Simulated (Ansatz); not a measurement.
Input file:

```
crystal:
  lattice:
    - [0.0, 2.7101, 2.7101]
    - [2.7101, 0.0, 2.7101]
    - [2.7101, 2.7101, 0.0]
  atoms:
    - { symbol: Cu, position: [0.0, 0.0, 0.0] }
    - { symbol: Cl, position: [0.75, 0.75, 0.75] }
kpoints:
  mp_grid: { grid: [13, 13, 13] }
  band_path:
    path:
      - [0.0, 0.0, 0.0]
      - [-0.5, -0.5, 0.0]
      - [-0.375, -0.375, 0.25]
      - [-0.375, 0.0, 0.375]
      - [0.0, 0.0, 0.0]
      - [0.0, 0.0, 0.5]
      - [-0.5, -0.25, 0.25]
      - [-0.5, -0.5, 0.0]
    npoints: 14
scf:
  occupations: { method: fermi_dirac, width: 0.05 }
hamiltonian:
  xc: lda
  pseudopotentials: { kind: paw }
output:
  forces: true
  stress: true
  eigenvalues: true
  efg: { contact_densities: true }
  populations: true
  bader: true
  dos: { projected: true, de: 0.2, e_range: [-14, 8] }
  write_density: true
  write_potential: true
  elf: true
  volumetric_format: npy
```

Run with:

```sh
ansatz run input.yaml --threads 1 --pin off --max-ram 3072MiB --backend cpu --events-out ev --progress --plain --runs-dir out
```

Below, planes, directions and counts refer to the conventional cell (a = 5.42 Å, b = 5.42 Å, c = 5.42 Å, α = 90.00°, β = 90.00°, γ = 90.00°).

Space group F-43m; computed pressure about −7 GPa in this cell; computed without spin polarisation.

Theory: Ansatz 0.2.0, DFT, LDA, PAW with Ansatz's default frozen-core files, scalar-relativistic.

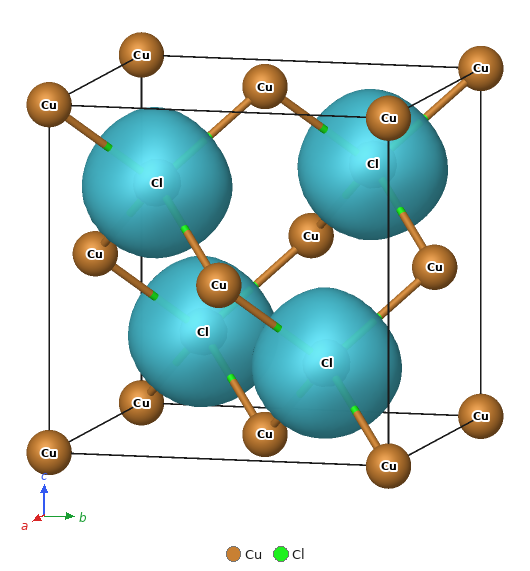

CuCl. Isosurface of the electron localisation function at 0.65 (cyan), seen slightly off an axis. Only the valence region is drawn (cores and ρ < 0.01 e/Å³ removed). Sticks mark near contacts.

In a PAW calculation such maps are meaningful between the atoms, not at the nuclei.

Describe the localisation domains.

The ELF exceeds this value in four regions wrapped around Cl (the valence shell of each), counted in one cell of 8 atoms. Regions shared between cells count once. Profiles from the grid: Cu–Cl (2.35 Å): the ELF peaks at about 0.90 in the valence shell of Cl, 0.7 Å from its nucleus, and is about 0.35 at the midpoint.
